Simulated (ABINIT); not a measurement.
**Single-point calculation of TaN**

The run: single-point calculation of TaN (Fm-3m, 2 atoms in the cell). Method and program: Kohn-Sham DFT of a periodic cell, PBE, PseudoDojo NC SR PBE v0.4 stringent, no spin polarisation (ABINIT 10.8.3).

The structure derives from an entry of the Crystallography Open Database.

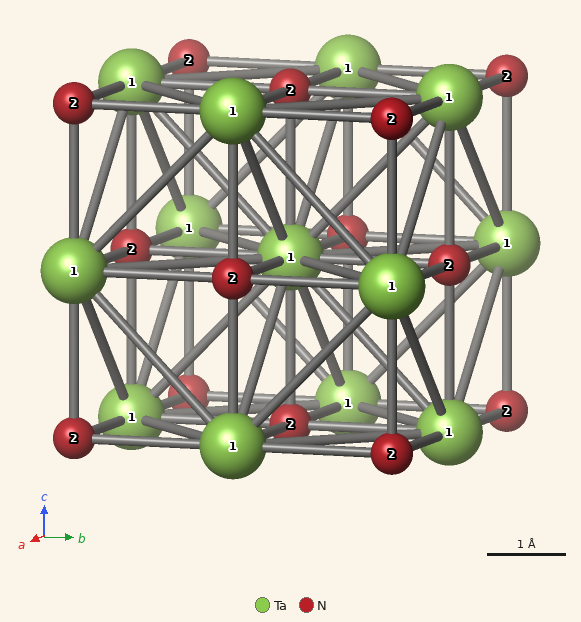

Fig. 1: The structure as given in the input (ball-and-stick view of the cell 4 times as large as that of the calculation, set on its symmetry axes, seen slightly off an axis; atoms are numbered from 1 in the order of the input). An atom can appear more than once, as a periodic image.

**Input**
```
pp_dirpath "./"
pseudos "Ta.upf, N.upf"

acell 5.8233293905 5.8233293905 5.8233293905
rprim
     0.0000000000     0.7071067812     0.7071067812
     0.7071067812     0.0000000000     0.7071067812
     0.7071067812     0.7071067812     0.0000000000
ntypat 2
znucl 73 7
natom 2
typat 1 2
xred
     0.5000000000     0.5000000000     0.5000000000
     0.0000000000     0.0000000000     0.0000000000

ecut 39.5

kptopt 1
ngkpt 8 8 8
nshiftk 1
shiftk 0.0 0.0 0.0

ixc 11

nband 20
occopt 3
tsmear 0.00367493

nstep 100
tolvrs 1.0e-10

iomode 3
prtwf 0
prtden 0
prteig 0
prtebands 0
enunit 2
```

Hardware: 1 thread of Intel Xeon @ 2.90GHz (Ice Lake), 16 GiB of memory available, shared host.

Command:
```bash
abinit run.abi > log 2>&1
```

**Log**
```
.Version 10.8.3 of ABINIT
 Symmetries : space group Fm -3 m (#225); Bravais cF (face-center cubic)
================================================================================
 Values of the parameters that define the memory need of the present run
     intxc =       0    ionmov =       0      iscf =       7    lmnmax =       8
     lnmax =       8     mgfft =      36  mpssoang =       4    mqgrid =    3001
     natom =       2  nloc_mem =       1    nspden =       1   nspinor =       1
    nsppol =       1      nsym =      48    n1xccc =    2501    ntypat =       2
    occopt =       3   xclevel =       2
       mpw =        1669          nfft =       46656          nkpt =          29
================================================================================
================================================================================

--------------------------------------------------------------------------------
------------- Echo of variables that govern the present computation ------------
--------------------------------------------------------------------------------
 -outvars: echo values of preprocessed input variables --------
            acell      5.8233293905E+00  5.8233293905E+00  5.8233293905E+00 Bohr
              amu      1.80947900E+02  1.40067400E+01
             ecut      3.95000000E+01 Hartree
           enunit           2
              ixc          11
         kptrlatt        8    0    0      0    8    0      0    0    8
          kptrlen      4.65866351E+01
            natom           2
            nband          20
            ngfft          36      36      36
             nkpt          29
            nstep         100
             nsym          48
           ntypat           2
           occopt           3
           prtden           0
        prtebands           0
           prteig           0
            prtwf           0
            rprim      0.0000000000E+00  7.0710678120E-01  7.0710678120E-01
                       7.0710678120E-01  0.0000000000E+00  7.0710678120E-01
                       7.0710678120E-01  7.0710678120E-01  0.0000000000E+00
          spgroup         225
           tolvrs      1.00000000E-10
           tsmear      3.67493000E-03 Hartree
            typat      1  2
           xangst      2.1790013086E+00  2.1790013086E+00  2.1790013086E+00
                       0.0000000000E+00  0.0000000000E+00  0.0000000000E+00
            xcart      4.1177157012E+00  4.1177157012E+00  4.1177157012E+00
                       0.0000000000E+00  0.0000000000E+00  0.0000000000E+00
             xred      5.0000000000E-01  5.0000000000E-01  5.0000000000E-01
                       0.0000000000E+00  0.0000000000E+00  0.0000000000E+00
            znucl       73.00000    7.00000

================================================================================

 chkinp: Checking input parameters for consistency.

================================================================================
== DATASET  1 ==================================================================

--- !DatasetInfo
iteration_state: {dtset: 1, }
dimensions: {natom: 2, nkpt: 29, mband: 20, nsppol: 1, nspinor: 1, nspden: 1, mpw: 1669, }
cutoff_energies: {ecut:  39.5, pawecutdg:  -1.0, }
electrons: {nelect:   3.20000000E+01, charge:   0.00000000E+00, occopt:   3.00000000E+00, tsmear:   3.67493000E-03, }
meta: {optdriver: 0, ionmov: 0, optcell: 0, iscf: 7, paral_kgb: 0, }
...

 Exchange-correlation functional for the present dataset will be:
  GGA: Perdew-Burke-Ernzerhof functional - ixc=11
  J.P.Perdew, K.Burke, M.Ernzerhof, PRL 77, 3865 (1996)

 Real(R)+Recip(G) space primitive vectors, cartesian coordinates (Bohr,Bohr^-1):
 R(1)=  0.0000000  4.1177157  4.1177157  G(1)= -0.1214265  0.1214265  0.1214265
 R(2)=  4.1177157  0.0000000  4.1177157  G(2)=  0.1214265 -0.1214265  0.1214265
 R(3)=  4.1177157  4.1177157  0.0000000  G(3)=  0.1214265  0.1214265 -0.1214265
 Unit cell volume ucvol=  1.3963654E+02 bohr^3
 Angles (23,13,12)=  6.00000000E+01  6.00000000E+01  6.00000000E+01 degrees

 getcut: wavevector=  0.0000  0.0000  0.0000  ngfft=  36  36  36
         ecut(hartree)=     39.500   => boxcut(ratio)=   2.18508

--- Pseudopotential description ------------------------------------------------
- pspini: atom type   1  psp file is ./Ta.upf
12 -101130 3 -1 1450                          pspcod,pspxc,lmax,lloc,mmax
     nproj     2     2     2     2

- pspini: atom type   2  psp file is ./N.upf
12 -101130 1 -1 1058                          pspcod,pspxc,lmax,lloc,mmax
     nproj     2     2     0     0

   1.66384263E+03                                ecore*ucvol(ha*bohr**3)
--------------------------------------------------------------------------------

================================================================================

--- !BeginCycle
iteration_state: {dtset: 1, }
solver: {iscf: 7, nstep: 100, nline: 4, wfoptalg: 0, }
tolerances: {tolvrs: 1.00E-10, }
...

     iter   Etot(hartree)      deltaE(h)  residm     vres2
 ETOT  1  -321.33575759678    -3.213E+02 1.485E+00 2.366E+04
 ETOT  2  -314.34533397470     6.990E+00 3.468E-01 1.007E+05
 ETOT  3  -332.31906514590    -1.797E+01 1.597E-01 3.804E+03
 ETOT  4  -332.71888619931    -3.998E-01 5.671E-02 2.608E+03
 ETOT  5  -333.01749398791    -2.986E-01 3.960E-03 9.515E+02
 ETOT  6  -333.16545795572    -1.480E-01 3.235E-03 1.049E+02
 ETOT  7  -333.18133712042    -1.588E-02 2.145E-03 7.592E+00
 ETOT  8  -333.18267252409    -1.335E-03 1.163E-03 3.248E-01
 ETOT  9  -333.18273697683    -6.445E-05 8.342E-04 8.036E-03
 ETOT 10  -333.18273849598    -1.519E-06 5.409E-04 1.760E-04
 ETOT 11  -333.18273853645    -4.047E-08 2.292E-04 3.123E-06
 ETOT 12  -333.18273853715    -6.956E-10 3.070E-04 6.455E-10
 ETOT 13  -333.18273853713     2.314E-11 1.088E-04 3.686E-10
 ETOT 14  -333.18273853714    -1.319E-11 1.792E-04 1.417E-12

 At SCF step   14       vres2   =  1.42E-12 < tolvrs=  1.00E-10 =>converged.

 Cartesian components of stress tensor (hartree/bohr^3)
  sigma(1 1)=  6.26790938E-02  sigma(3 2)=  0.00000000E+00
  sigma(2 2)=  6.26790938E-02  sigma(3 1)=  0.00000000E+00
  sigma(3 3)=  6.26790938E-02  sigma(2 1)=  0.00000000E+00

--- !ResultsGS
iteration_state: {dtset: 1, }
comment   : Summary of ground state results
lattice_vectors:
- [  0.0000000,   4.1177157,   4.1177157, ]
- [  4.1177157,   0.0000000,   4.1177157, ]
- [  4.1177157,   4.1177157,   0.0000000, ]
lattice_lengths: [   5.82333,    5.82333,    5.82333, ]
lattice_angles: [ 60.000,  60.000,  60.000, ] # degrees, (23, 13, 12)
lattice_volume:   1.3963654E+02
convergence: {deltae: -1.319E-11, res2:  1.417E-12, residm:  1.792E-04, diffor: null, }
etotal    :  -3.33182739E+02
entropy   :   0.00000000E+00
fermie    :   6.06514080E-01
cartesian_stress_tensor: # hartree/bohr^3
- [  6.26790938E-02,   0.00000000E+00,   0.00000000E+00, ]
- [  0.00000000E+00,   6.26790938E-02,   0.00000000E+00, ]
- [  0.00000000E+00,   0.00000000E+00,   6.26790938E-02, ]
pressure_GPa:  -1.8441E+03
xred      :
- [  5.0000E-01,   5.0000E-01,   5.0000E-01, Ta]
- [  0.0000E+00,   0.0000E+00,   0.0000E+00,  N]
cartesian_forces: # hartree/bohr
- [ -0.00000000E+00,  -0.00000000E+00,  -0.00000000E+00, ]
- [ -0.00000000E+00,  -0.00000000E+00,  -0.00000000E+00, ]
force_length_stats: {min:   0.00000000E+00, max:   0.00000000E+00, mean:   0.00000000E+00, }
...

 Integrated electronic density in atomic spheres:
 ------------------------------------------------
 Atom  Sphere_radius  Integrated_density
    1        2.00000         23.23311669
    2        2.00000          5.37743309
================================================================================

 ----iterations are completed or convergence reached----

 Mean square residual over all n,k,spin=   32.656E-08; max=  17.923E-05
 reduced coordinates (array xred) for    2 atoms
       0.500000000000      0.500000000000      0.500000000000
       0.000000000000      0.000000000000      0.000000000000
 rms dE/dt=  0.0000E+00; max dE/dt=  0.0000E+00; dE/dt below (all hartree)
    1       0.000000000000      0.000000000000      0.000000000000
    2       0.000000000000      0.000000000000      0.000000000000

 cartesian coordinates (angstrom) at end:
    1      2.17900130856568     2.17900130856568     2.17900130856568
    2      0.00000000000000     0.00000000000000     0.00000000000000

 cartesian forces (hartree/bohr) at end:
    1     -0.00000000000000    -0.00000000000000    -0.00000000000000
    2     -0.00000000000000    -0.00000000000000    -0.00000000000000
 frms,max,avg= 0.0000000E+00 0.0000000E+00   0.000E+00  0.000E+00  0.000E+00 h/b

 cartesian forces (eV/Angstrom) at end:
    1     -0.00000000000000    -0.00000000000000    -0.00000000000000
    2     -0.00000000000000    -0.00000000000000    -0.00000000000000
 frms,max,avg= 0.0000000E+00 0.0000000E+00   0.000E+00  0.000E+00  0.000E+00 e/A
 length scales=  5.823329390500  5.823329390500  5.823329390500 bohr
              =  3.081573202944  3.081573202944  3.081573202944 angstroms
 Fermi (or HOMO) energy (hartree) =   0.60651   Average Vxc (hartree)=  -0.53491
 Eigenvalues (hartree) for nkpt=  29  k points:
 kpt#   1, nband= 20, wtk=  0.00195, kpt=  0.0000  0.0000  0.0000 (reduced coord)
  -2.05982   -0.74565   -0.74565   -0.74565   -0.17934   -0.17934   -0.17934   -0.17133
  -0.17133   -0.17133   -0.16238   -0.09980    0.46199    0.46199    0.46199    0.52547
   0.52547    0.52547    0.60736    0.60736
      occupation numbers for kpt#   1
   2.00000    2.00000    2.00000    2.00000    2.00000    2.00000    2.00000    2.00000
   2.00000    2.00000    2.00000    2.00000    2.00000    2.00000    2.00000    2.00000
   2.00000    2.00000    0.88494    0.88494
 prteigrs : prtvol=0 or 1, do not print more k-points.

 Fermi (or HOMO) energy (eV) =  16.50409   Average Vxc (eV)= -14.55570
 Eigenvalues (   eV  ) for nkpt=  29  k points:
 kpt#   1, nband= 20, wtk=  0.00195, kpt=  0.0000  0.0000  0.0000 (reduced coord)
 -56.05054  -20.29018  -20.29018  -20.29018   -4.88001   -4.88001   -4.88001   -4.66215
  -4.66215   -4.66215   -4.41861   -2.71557   12.57129   12.57129   12.57129   14.29885
  14.29885   14.29885   16.52720   16.52720
 prteigrs : prtvol=0 or 1, do not print more k-points.

--- !EnergyTerms
iteration_state     : {dtset: 1, }
comment             : Components of total free energy in Hartree
kinetic             :  2.06425853081542E+02
hartree             :  9.33658631692047E+01
xc                  : -5.52495705421633E+01
Ewald energy        : -2.27748474822592E+02
psp_core            :  1.19155248616454E+01
local_psp           : -2.53145993961380E+02
non_local_psp       : -1.08744705436500E+02
internal            : -3.33181503650242E+02
'-kT*entropy'       : -1.23488689614967E-03
total_energy        : -3.33182738537139E+02
total_energy_eV     : -9.06636418882778E+03
band_energy         : -8.16245971265378E+00
...

 Cartesian components of stress tensor (hartree/bohr^3)
  sigma(1 1)=  6.26790938E-02  sigma(3 2)=  0.00000000E+00
  sigma(2 2)=  6.26790938E-02  sigma(3 1)=  0.00000000E+00
  sigma(3 3)=  6.26790938E-02  sigma(2 1)=  0.00000000E+00

-Cartesian components of stress tensor (GPa)         [Pressure= -1.8441E+03 GPa]
- sigma(1 1)=  1.84408261E+03  sigma(3 2)=  0.00000000E+00
- sigma(2 2)=  1.84408261E+03  sigma(3 1)=  0.00000000E+00
- sigma(3 3)=  1.84408261E+03  sigma(2 1)=  0.00000000E+00

== END DATASET(S) ==============================================================
================================================================================

 -outvars: echo values of variables after computation  --------
            acell      5.8233293905E+00  5.8233293905E+00  5.8233293905E+00 Bohr
           etotal     -3.3318273854E+02
            fcart     -0.0000000000E+00 -0.0000000000E+00 -0.0000000000E+00
                      -0.0000000000E+00 -0.0000000000E+00 -0.0000000000E+00
            rprim      0.0000000000E+00  7.0710678120E-01  7.0710678120E-01
                       7.0710678120E-01  0.0000000000E+00  7.0710678120E-01
                       7.0710678120E-01  7.0710678120E-01  0.0000000000E+00
           strten      6.2679093780E-02  6.2679093780E-02  6.2679093780E-02
                       0.0000000000E+00  0.0000000000E+00  0.0000000000E+00
           xangst      2.1790013086E+00  2.1790013086E+00  2.1790013086E+00
                       0.0000000000E+00  0.0000000000E+00  0.0000000000E+00
             xred      5.0000000000E-01  5.0000000000E-01  5.0000000000E-01
                       0.0000000000E+00  0.0000000000E+00  0.0000000000E+00
 Calculation completed.
```

**Key numbers**

```csv
quantity,value
outcome,converged
space group (tolerance 0.01 Å),Fm-3m (225)
electrons treated,32
free energy,−9066.3642 eV
Fermi energy,16.504 eV
gap on the k-point mesh,none (metallic)
pressure,−1844.08 GPa
largest force (length of the vector),under 0.001 eV/Å
wall time,53 s
peak memory,0.07 GiB
```

**Notes**

The settings depart from the standard set-up of this series, which can bear on the numbers. Points of doubt noted for this run: absurd pressure; cutoff too low for stress. Spin–orbit coupling is left out, which matters for Ta.
